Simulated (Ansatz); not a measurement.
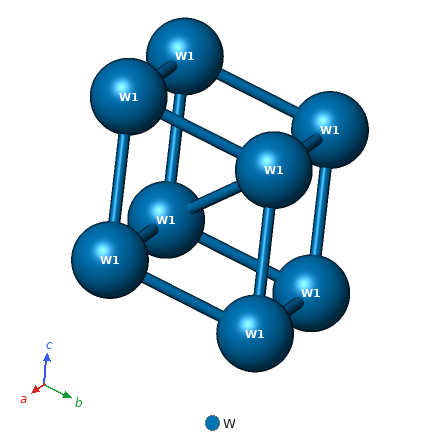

The system is W (Im-3m, No. 229; 1 atom in the cell); the picture shows the reference structure. 
- The energy is mapped over volume and the cell's shape.
- First axis: volume per atom. Second axis: length along [111] over the lengths across it, relative to the cubic cell.
- Nothing is relaxed (symmetry fixes all fractional coordinates).
- Grid: 7 × 9 points. At 5 points there is no value (left out of the scan, as a rule where atoms come close).
- Points are written as (first, second).
- Energies are in meV/atom, from the lowest grid point.
- Level of theory: DFT LDA, scalar-relativistic, plane waves, PAW (Ansatz 0.2.0). Settings: cutoff 420 eV, k-mesh 22×22×22, gaussian smearing 0.15 eV, no spin polarisation.

Its coordinates:

```
CELL_PARAMETERS angstrom
-1.56808 1.56808 1.56808
1.56808 -1.56808 1.56808
1.56808 1.56808 -1.56808
ATOMIC_POSITIONS crystal
W 0.00000 0.00000 0.00000
```

Range: volume per atom from 13.57 to 17.27 Å³; length along [111] over the lengths across it, relative to the cubic cell from 0.452 to 2.211.

What landscape does the calculation give?

The lowest grid point is at (15.42 Å³, 1.000) [bcc]. It is the only kind of minimum in the scanned range. The highest grid point, (16.66 Å³, 0.452), lies 17523 meV/atom above the lowest.

```
second ↓, first →  13.57  14.19  14.81  15.42  16.04  16.66  17.27
            2.211   2306   1982   1743   1575   1465   1404   1383
            1.813   2316   1991   1751   1582   1472   1410   1389
            1.487   1572   1302   1116    997    935    919    942
            1.219    692    488    363    305    300    339    413
            1.000    286    117     27      0     25     91    192
            0.820    964    738    595    520    500    524    586
            0.672   3814   3334   2967   2692   2490   2347   2253
            0.551  11079   9943   8977   8170   7496   6933   6460
            0.452      –      –      –      –      –  17523  16202
```

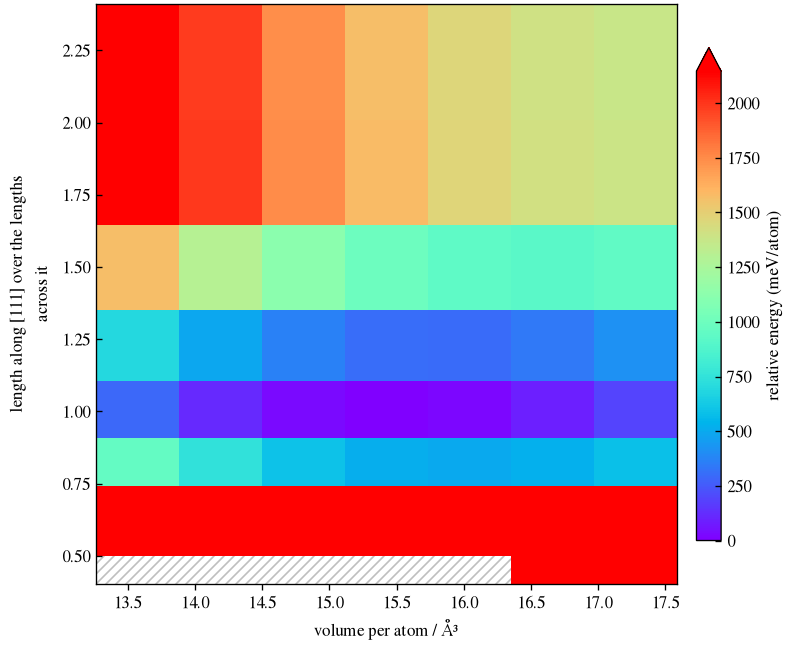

In the figure: one coloured cell a grid point, one colour for all values above the top of the scale, hatched blanks where no value was computed.

Each point was launched as `ansatz run input.yaml --threads 1 --pin off --max-ram 2048MiB --backend cpu --events-out ev --progress --plain --runs-dir out`. Time for the 58 points that were run: 12 min on 1 thread of Arm Neoverse V1, on a shared host.

PAW datasets: the set soft_1.
